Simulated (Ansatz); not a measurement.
## Single-point calculation of InSe

- system: InSe (slab, 8 atoms in the cell)
- method: DFT PBE+D3(BJ), scalar-relativistic, plane waves, PAW, PAW set soft_1, no spin polarisation (Ansatz 0.2.0)

The structure derives from an entry of the Crystallography Open Database.

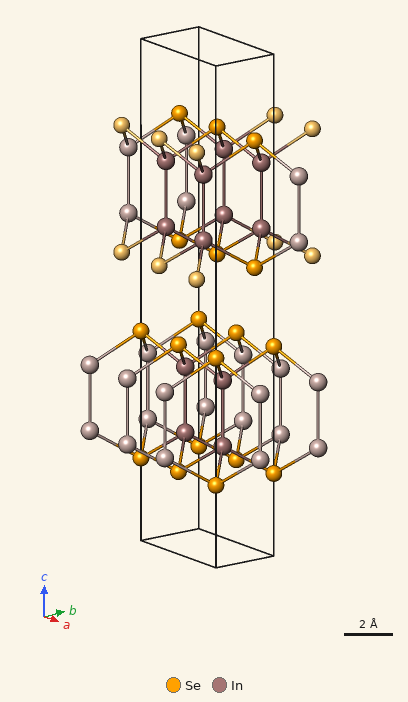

*The input geometry (ball-and-stick view of the 2 × 1 repeat of the cell, with the vacuum cut short, seen slightly off an axis; neighbours outside the cell are drawn fainter). An atom can appear more than once, as a periodic image.*

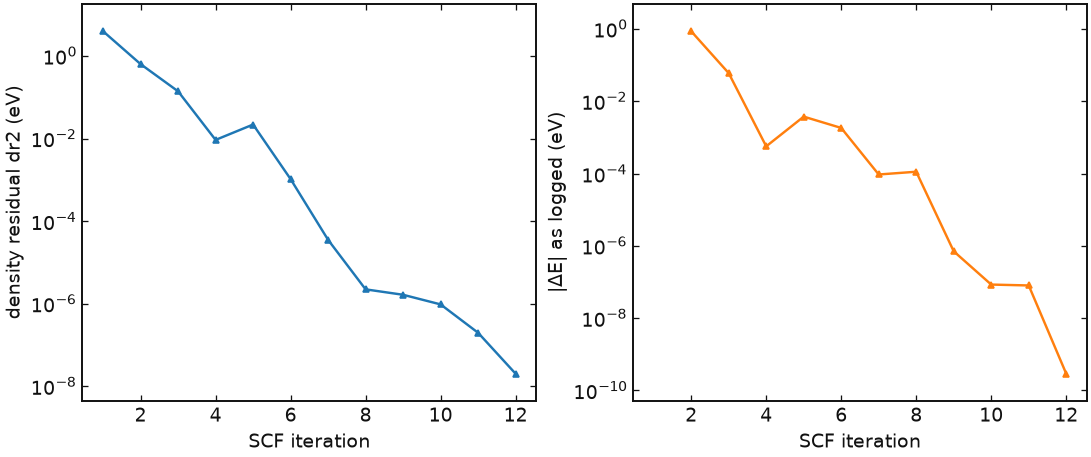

*Convergence of the self-consistent field: density residual dr2 and size of the energy change against the SCF iteration.*

The residual comes down, with one marked jump up, by a factor of about 2.5, at step 5.

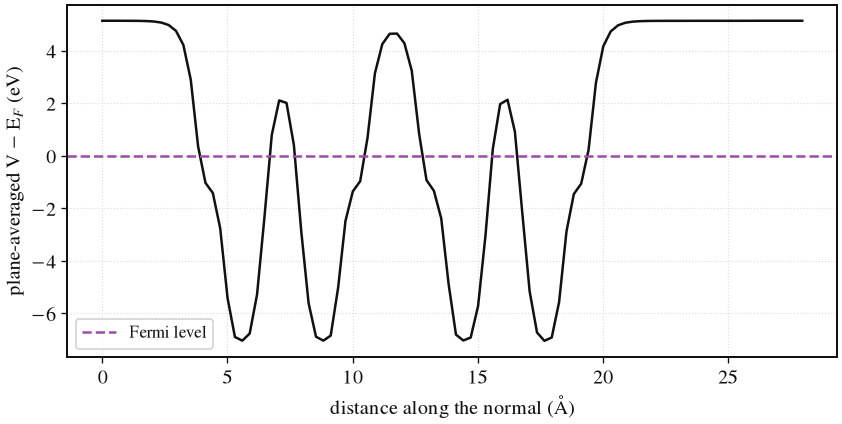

*Plane average of the electrostatic potential energy of an electron across the cell, from the Fermi level.*

The vacuum level lies 5.13 eV above the Fermi level.

These pictures come from the run below.

Input file
```yaml
crystal:
  lattice:
    - [4.0266104808, 0.0, 0.0]
    - [-2.0133052404, 3.4871469675, 0.0]
    - [0.0, 0.0, 28.2707100106]
  atoms:
    - { symbol: Se, position: [0.0, 0.0, 0.1591753443] }
    - { symbol: In, position: [0.6666666667, 0.3333333333, 0.2049979901] }
    - { symbol: In, position: [0.6666666667, 0.3333333333, 0.3038451606] }
    - { symbol: Se, position: [0.0, 0.0, 0.3496677304] }
    - { symbol: Se, position: [0.0, 0.6666666667, 0.4738244989] }
    - { symbol: In, position: [0.6666666667, 1.0, 0.5196471447] }
    - { symbol: In, position: [0.6666666667, 1.0, 0.6184943152] }
    - { symbol: Se, position: [0.0, 0.6666666667, 0.664316885] }
basis:
  ecutwfc: 420
kpoints:
  mp_grid: { grid: [9, 9, 1] }
hamiltonian:
  xc: pbe
  pseudopotentials: { kind: paw, azcp: { folder: soft_1 } }
  dispersion: d3bj
scf:
  occupations: { method: gaussian, width: 0.05 }
output:
  forces: true
  eigenvalues: true
efield:
  axis: 3
  dipole_correction: true
  ramp_width: 0.04
```

Launch command:
```bash
ansatz run input.yaml --threads 1 --pin off --max-ram 3072MiB --backend cpu --events-out ev --progress --plain --runs-dir out
```

What the program printed
```
Engine: ansatz 0.2.0, aarch64-unknown-linux-gnu
Pseudopotentials: kind: paw
Pseudopotential: Se, paw, valence charge 16, recommended cutoff 420 eV (normal), [file]
Pseudopotential: In, paw, valence charge 13, recommended cutoff 420 eV (normal), [file]
Functional definition: PBE
  parameter kappa = 0.804
  parameter beta = 0.06672455060314922
  exchange = pbe_x(kappa = kappa, mu = beta*pi^2/3)
  correlation = pbe_c(beta = beta)
Crystal: 8 atoms, lattice volume = 396.960 Å³
Basis set: ecut = 420 eV, 7811 PW (Γ), exchange–correlation on 54×54×384 points (8 copies of the dense FFT grid, shifted against one another)
Bands: 70, of which v1, the nominal top of the filled ones, is band 58 counted from 1 (57 counted from 0)
Symmetry: 1 space group operations
k-points: 41 of 81 (time reversal used)
Non-local potential: Se, projectors of the file, l = 0: 2, l = 1: 2, l = 2: 3, l = 3: 1
Non-local potential: In, projectors of the file, l = 0: 2, l = 1: 2, l = 2: 2, l = 3: 1
PAW form: soft (Blöchl's): semilocal exchange-correlation on the pseudo side does not see the compensation charge
PAW one-centre angular grid: Se, 590 points (default); XC on 64 Gauss nodes
PAW one-centre angular grid: In, 590 points (default); XC on 64 Gauss nodes
Initial density: superposition of atomic densities (neutral atoms: chi_scale 0, normalization atom)
Initial wavefunctions: pseudopotential atomic-orbital guess
Functional: x = pbe(κ = 0.804, μ = 0.2195149727645171), c = pbe(β = 0.06672455060314922)
SCF iter   1: F=—  HF=-44275.062078 eV  |F-HF|=—  |Δ(HF+E_count)|=         —  Δρ=2.26e-2  dr2=3.96e0  ethr=3.10e-3  p=0.000 e·Å  D=1.91e-6 V/Å  ΔV_dip=-0.00 eV  dr2_dipole=1.81e-10  V_vac-E_F(+/−)=5.67/5.67 eV  ⟨swp⟩=6.9  Hψ=12018  notcnv=0  defer=21
efield: sawtooth ramp at fractional position 0.8917 (placed from the atoms, in the widest stretch of the axis that holds none; the zero of the levels goes with the place), width 0.0400; the density the first Hamiltonian is built on has a dipole p = 0.000 e·Å; the dipole correction subtracts the counter field D = 1.91e-6 V/Å, which shifts the + side's vacuum level by -0.00 eV against the − side's; the planar-averaged density in the ramp window peaks in size at 1.4e-5 e/Å³
preconditioner: auto → Resta (q_TF=auto, 2.223 Å⁻¹)  ε∞=2.4  [insulator: Δε(μ)=1.322 eV  Ē_g=13.574 eV  σ=0.050 eV  W_gap=1.00  n_scr=86 (ndim 8)  ℏωp=16.2 eV  f_vac=0.399  D(μ)=0.00/eV (n_scr^D=0)  ε∞_Penn≈2.4  vacuum switching on, ρ_ref=1.3e-2 e/Å³]
SCF iter   2: F=—  HF=-44274.203670 eV  |F-HF|=—  |Δ(HF+E_count)|=   8.58e-1  Δρ=1.11e-2  dr2=6.34e-1  ethr=3.10e-3  p=-0.000 e·Å  D=-7.06e-7 V/Å  ΔV_dip=0.00 eV  dr2_dipole=1.29e-9  V_vac-E_F(+/−)=5.68/5.68 eV  ⟨swp⟩=3.1  Hψ=4160  notcnv=0  defer=300
SCF iter   3: F=—  HF=-44274.144120 eV  |F-HF|=—  |Δ(HF+E_count)|=   5.96e-2  Δρ=5.92e-3  dr2=1.39e-1  ethr=5.47e-4  p=0.000 e·Å  D=1.20e-5 V/Å  ΔV_dip=-0.00 eV  dr2_dipole=9.63e-9  V_vac-E_F(+/−)=5.27/5.27 eV  ⟨swp⟩=3.3  Hψ=4221  notcnv=0  defer=300
SCF iter   4: F=—  HF=-44274.143556 eV  |F-HF|=—  |Δ(HF+E_count)|=   5.64e-4  Δρ=1.21e-3  dr2=9.25e-3  ethr=1.20e-4  p=-0.000 e·Å  D=-2.35e-5 V/Å  ΔV_dip=0.00 eV  dr2_dipole=7.55e-8  V_vac-E_F(+/−)=5.20/5.20 eV  ⟨swp⟩=2.0  Hψ=3386  notcnv=0  defer=300
SCF iter   5: F=—  HF=-44274.147300 eV  |F-HF|=—  |Δ(HF+E_count)|=   3.74e-3  Δρ=6.52e-4  dr2=2.18e-2  ethr=7.97e-6  p=0.000 e·Å  D=6.50e-5 V/Å  ΔV_dip=-0.00 eV  dr2_dipole=5.37e-7  V_vac-E_F(+/−)=5.07/5.08 eV  ⟨swp⟩=2.3  Hψ=4178  notcnv=0  defer=300
SCF iter   6: F=—  HF=-44274.145484 eV  |F-HF|=—  |Δ(HF+E_count)|=   1.82e-3  Δρ=2.40e-4  dr2=1.04e-3  ethr=7.97e-6  p=-0.000 e·Å  D=-1.75e-5 V/Å  ΔV_dip=0.00 eV  dr2_dipole=4.35e-8  V_vac-E_F(+/−)=5.15/5.15 eV  ⟨swp⟩=1.7  Hψ=3201  notcnv=0  defer=300
SCF iter   7: F=—  HF=-44274.145577 eV  |F-HF|=—  |Δ(HF+E_count)|=   9.39e-5  Δρ=8.43e-5  dr2=3.51e-5  ethr=8.95e-7  p=0.000 e·Å  D=1.33e-5 V/Å  ΔV_dip=-0.00 eV  dr2_dipole=2.00e-8  V_vac-E_F(+/−)=5.13/5.14 eV  ⟨swp⟩=1.7  Hψ=3086  notcnv=0  defer=300
SCF iter   8: F=—  HF=-44274.145689 eV  |F-HF|=—  |Δ(HF+E_count)|=   1.12e-4  Δρ=2.11e-5  dr2=2.22e-6  ethr=3.03e-8  p=-0.000 e·Å  D=-5.49e-5 V/Å  ΔV_dip=0.00 eV  dr2_dipole=4.17e-7  V_vac-E_F(+/−)=5.13/5.13 eV  ⟨swp⟩=2.0  Hψ=4949  notcnv=0  defer=300
SCF iter   9: F=—  HF=-44274.145690 eV  |F-HF|=—  |Δ(HF+E_count)|=   7.06e-7  Δρ=9.75e-6  dr2=1.64e-6  ethr=1.91e-9  p=0.000 e·Å  D=1.04e-4 V/Å  ΔV_dip=-0.00 eV  dr2_dipole=1.40e-6  V_vac-E_F(+/−)=5.13/5.13 eV  ⟨swp⟩=2.0  Hψ=4936  notcnv=0  defer=300
SCF iter  10: F=—  HF=-44274.145690 eV  |F-HF|=—  |Δ(HF+E_count)|=   8.49e-8  Δρ=6.67e-6  dr2=9.59e-7  ethr=1.41e-9  p=-0.000 e·Å  D=-7.96e-5 V/Å  ΔV_dip=0.00 eV  dr2_dipole=8.44e-7  V_vac-E_F(+/−)=5.13/5.13 eV  ⟨swp⟩=2.0  Hψ=2964  notcnv=0  defer=300
SCF iter  11: F=—  HF=-44274.145690 eV  |F-HF|=—  |Δ(HF+E_count)|=   8.02e-8  Δρ=3.21e-6  dr2=1.97e-7  ethr=8.27e-10  p=-0.000 e·Å  D=-3.43e-5 V/Å  ΔV_dip=0.00 eV  dr2_dipole=1.65e-7  V_vac-E_F(+/−)=5.13/5.13 eV  ⟨swp⟩=1.9  Hψ=2672  notcnv=0  defer=300
SCF iter  12: F=-44274.145690 eV  HF=-44274.145690 eV  |F-HF|=2.54e-8  |Δ(HF+E_count)|=  2.91e-10  Δρ=1.02e-6  dr2=2.01e-8  ethr=8.62e-11  p=-0.000 e·Å  D=-8.18e-6 V/Å  ΔV_dip=0.00 eV  dr2_dipole=1.14e-8  V_vac-E_F(+/−)=5.13/5.13 eV  ⟨swp⟩=13.8  Hψ=13320  notcnv=0
SCF 1 converged in 12 iterations: F = -44274.145690 eV  dr2 = 2.01e-8
  greatest PAW one-centre occupation: 1.000 electrons in one spin orbital (limit 2), on the Se atom at site 3 (counted from 0), in its partial waves of l = 2
SCF converged after 12 iterations
Free energy (F): -44274.145690 eV
Harris-Foulkes:  -44274.145690 eV  (|F-HF|=2.54e-8)
Internal energy: -44274.145690 eV  (E = F + TS)
E sigma→0 (E₀):  -44274.145690 eV
Fermi energy:    2.152626 eV
Dipole field:    D = 0.000094 V/Å  (p = 0.000205 e·Å, saw-weighted, corrected)
Work function:   Φ+ = 5.1310 eV   Φ− = 5.1336 eV
Levels:          The Fermi level and band energies are counted from a zero that moves with the ramp; work functions are not
--- Per-component energies (eV) ---
  E_band       = -2425.709717
  E_kinetic    = 1314.515851
  E_local      = -79063.623865  (includes V_loc(G=0)·N_el)
  E_nonlocal   = -108.722266
  E_hartree    = 39005.946118
  E_xc         = -910.460350
  E_vxc        = -716.599161  (∫ρ·V_xc dr)
  E_paw        = -25358.671807  (= ΣΔE_a)
  E_vpaw       = -1863.166188  (= ΣTr[D̂ρ^β])
  E_aug_tail   = -0.000881  (compensation charges beyond the density's cutoff)
  E_efield     = 0.000000  (sawtooth field / dipole correction)
  E_vefield    = 0.000000  (∫n·V_field dr)
  E_ewald      = 20848.866076
  E_disp       = -1.994566  (pairwise vdW)
  E_smearing   = -0.000000  (= −TS)
  E_closure    = -0.000000  (closes the sum)
  Σ components = -44274.145690   (vs F -44274.145690, Δ=0.00e0)
--- Forces (eV/Å), atoms counted from 1 ---
  atom   1  Se    -0.00081931     0.00052955     0.00352090
  atom   2  In    -0.00220162     0.00192657    -0.00128197
  atom   3  In     0.00617546    -0.00023482     0.02363377
  atom   4  Se    -0.02252689     0.03133262     0.02542391
  atom   5  Se     0.01587176    -0.03517528    -0.02547773
  atom   6  In     0.00288421     0.00546506    -0.02359116
  atom   7  In     0.00056761    -0.00286978     0.00132949
  atom   8  Se     0.00004895    -0.00097423    -0.00358474
  max |Σ_I F_I| component: 2.75e-5 eV/Å
--- Band table (eV; the first three rows and the last of 41) ---
  k-point 0: bands = ["-45.3690", "-45.3690", "-45.3688", "-45.3688", "-45.3472", "-45.3472", "-45.3469", "-45.3469", "-45.3434", "-45.3433", "-45.3431", "-45.3431", "-45.3336", "-45.3335", "-45.3185", "-45.3184", "-45.3182", "-45.3182", "-45.3077", "-45.3075", "-12.7224", "-12.7223", "-12.5377", "-12.5375", "-12.5370", "-12.5368", "-12.4550", "-12.4549", "-12.4549", "-12.4548", "-12.4457", "-12.4456", "-12.4456", "-12.4455", "-12.2709", "-12.2708", "-12.2705", "-12.2704", "-12.2405", "-12.2388", "-11.2745", "-11.1969", "-11.1140", "-11.0600", "-4.1216", "-4.0079", "-1.9354", "-1.6028", "0.7866", "0.7998", "0.8473", "0.8483", "0.8899", "0.8976", "0.9211", "0.9226", "0.9376", "1.5113", "2.7462", "3.2343", "4.1068", "4.1814", "6.3513", "6.3524", "6.3723", "6.3730", "6.8252", "6.9996", "7.5251", "7.6017"]
  k-point 1: bands = ["-45.3690", "-45.3690", "-45.3688", "-45.3688", "-45.3472", "-45.3471", "-45.3469", "-45.3469", "-45.3434", "-45.3434", "-45.3432", "-45.3431", "-45.3336", "-45.3335", "-45.3185", "-45.3184", "-45.3182", "-45.3182", "-45.3077", "-45.3075", "-12.7218", "-12.7215", "-12.5780", "-12.5764", "-12.5359", "-12.5354", "-12.4991", "-12.4976", "-12.4503", "-12.4502", "-12.4471", "-12.4470", "-12.4389", "-12.4388", "-12.2988", "-12.2979", "-12.2718", "-12.2715", "-12.2010", "-12.2006", "-11.1508", "-11.0756", "-10.9971", "-10.9452", "-4.0526", "-3.9508", "-1.9427", "-1.6844", "0.0682", "0.2003", "0.2485", "0.3609", "0.6642", "0.6929", "0.7677", "0.7835", "1.0844", "1.5509", "3.3612", "3.6866", "4.6943", "4.7602", "5.7430", "5.7915", "6.4680", "6.4806", "6.8862", "6.9990", "7.1602", "7.3067"]
  k-point 2: bands = ["-45.3690", "-45.3689", "-45.3688", "-45.3687", "-45.3472", "-45.3471", "-45.3469", "-45.3468", "-45.3435", "-45.3434", "-45.3432", "-45.3431", "-45.3336", "-45.3334", "-45.3185", "-45.3184", "-45.3183", "-45.3182", "-45.3077", "-45.3074", "-12.7343", "-12.7329", "-12.6472", "-12.6450", "-12.5925", "-12.5897", "-12.5339", "-12.5334", "-12.4584", "-12.4583", "-12.4273", "-12.4271", "-12.4195", "-12.4195", "-12.3182", "-12.3175", "-12.2743", "-12.2741", "-12.1589", "-12.1586", "-10.8389", "-10.7683", "-10.6999", "-10.6534", "-3.9198", "-3.8570", "-2.1908", "-2.1032", "-0.9503", "-0.7680", "-0.5260", "-0.1665", "0.3267", "0.3594", "0.4634", "0.4856", "1.1079", "1.4341", "3.9496", "4.0857", "4.3645", "4.5209", "6.0315", "6.0573", "6.2463", "6.3799", "6.6152", "6.6347", "7.3611", "7.4959"]
  k-point 40: bands = ["-45.3690", "-45.3689", "-45.3687", "-45.3686", "-45.3471", "-45.3469", "-45.3469", "-45.3467", "-45.3434", "-45.3434", "-45.3432", "-45.3431", "-45.3335", "-45.3334", "-45.3185", "-45.3184", "-45.3183", "-45.3182", "-45.3076", "-45.3073", "-12.8134", "-12.8089", "-12.7082", "-12.7040", "-12.6669", "-12.6665", "-12.5405", "-12.5402", "-12.4656", "-12.4655", "-12.3980", "-12.3979", "-12.3903", "-12.3901", "-12.3287", "-12.3282", "-12.2810", "-12.2808", "-12.1147", "-12.1146", "-10.2693", "-10.1946", "-10.1517", "-10.1088", "-4.0706", "-4.0416", "-3.1884", "-3.1399", "-1.3941", "-1.1949", "-0.5983", "-0.5163", "-0.4438", "-0.3914", "-0.2483", "0.0348", "0.6182", "0.8235", "3.8602", "3.9423", "4.0577", "4.1472", "5.8289", "5.9158", "5.9893", "6.1170", "6.2884", "6.3565", "8.0767", "8.1894"]
```

Results in brief

- outcome: converged
- electrons treated: 116
- free energy: −44274.1457 eV
- work function, top face: 5.13 eV
- work function, bottom face: 5.13 eV
- Fermi energy: 2.153 eV
- gap on the k-point mesh: 1.19 eV
- work function (upper face): 5.13 eV
- largest force (length of the vector): 0.046 eV/Å
- hardware: 1 thread of Arm Neoverse V1, 24 GiB of memory available, shared host
- wall time: 2.7 min
- peak memory: 1 GiB
